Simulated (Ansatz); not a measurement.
# SiC4: what the fields show

Input file:

```
crystal:
  lattice:
    - [3.1623547375, 0.0, 0.0]
    - [0.0, 3.1623547375, 0.0]
    - [0.0, 0.0, 3.9562623229]
  atoms:
    - { symbol: Si, position: [0.5, 0.5, 0.0] }
    - { symbol: C, position: [0.0, 0.5, 0.6794483369] }
    - { symbol: C, position: [0.5, 0.0, 0.6794483369] }
    - { symbol: C, position: [0.0, 0.5, 0.3205516631] }
    - { symbol: C, position: [0.5, 0.0, 0.3205516631] }
basis:
  ecutwfc: 420
kpoints:
  mp_grid: { grid: [12, 12, 10] }
hamiltonian:
  xc: pbe
scf:
  occupations: { method: gaussian, width: 0.1 }
output:
  forces: true
  stress: true
  eigenvalues: true
  write_density: true
  write_potential: true
  elf: true
  volumetric_format: npy
relax:
  adjacent_minimum: "off"
  f_tol: 0.01
  max_steps: 80
  cell: { stress_tol: 0.05 }
```

Run with:

```sh
ansatz run input.yaml --threads 1 --pin off --max-ram 2560MiB --backend cpu --events-out ev --progress --plain --runs-dir out
```

Below, planes, directions and counts refer to the conventional cell (a = 3.14 Å, b = 3.14 Å, c = 3.97 Å, α = 90.00°, β = 90.00°, γ = 90.00°).

The fields are those of the run's last geometry, not of the input's.

Space group P4/mmm; a structure generated by program, which may or may not match a known phase.

Theory: DFT PBE, scalar-relativistic, plane waves, PAW (Ansatz).

Core electrons are frozen (PAW), and the valence fields are smoothed inside the atomic spheres.

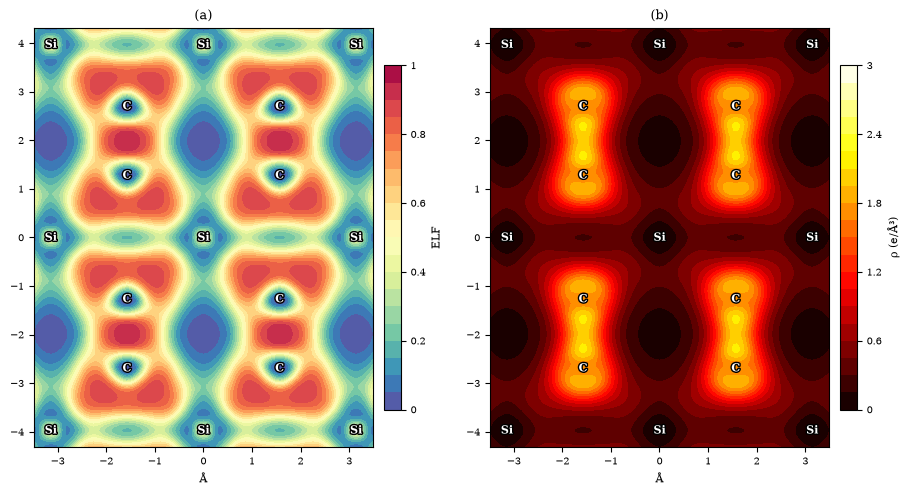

Figure 1. (a) electron localisation function; (b) valence charge density (pseudo) on the (010) plane of the conventional cell.

> Describe what can be read from this map.

The plane passes through Si and C nuclei.
C–C (1.42 Å): ρ is about 2 e/Å³ halfway; the ELF peaks at about 0.95 between the atoms.
Si–C (2.02 Å): ρ is about 0.65 e/Å³ halfway; the ELF peaks at about 0.90 between the atoms.
Between the atoms the lowest density in this plane is 0.08 e/Å³.

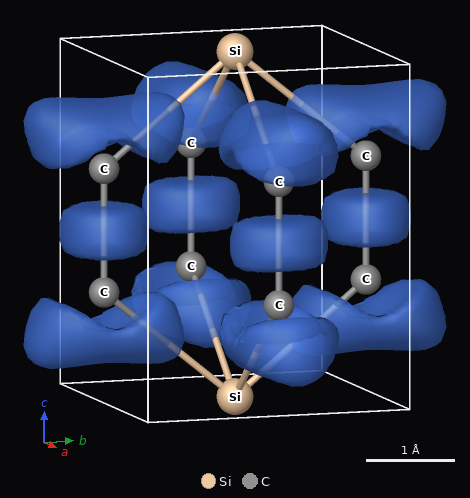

Figure 2. Isosurface of the electron localisation function at 0.75 (blue), seen slightly off an axis. Core shells and regions of very low density are left out. Sticks mark near contacts.

> What do the ELF domains correspond to?

At this value the surface marks out two regions between bonded C–C atoms and four regions on C in which the atom's valence shell and bonds are merged, counted in one cell of 5 atoms. Regions shared between cells count once.

> Does the calculation give a band gap?

It is metallic or semimetallic at this level of theory: no gap opens.
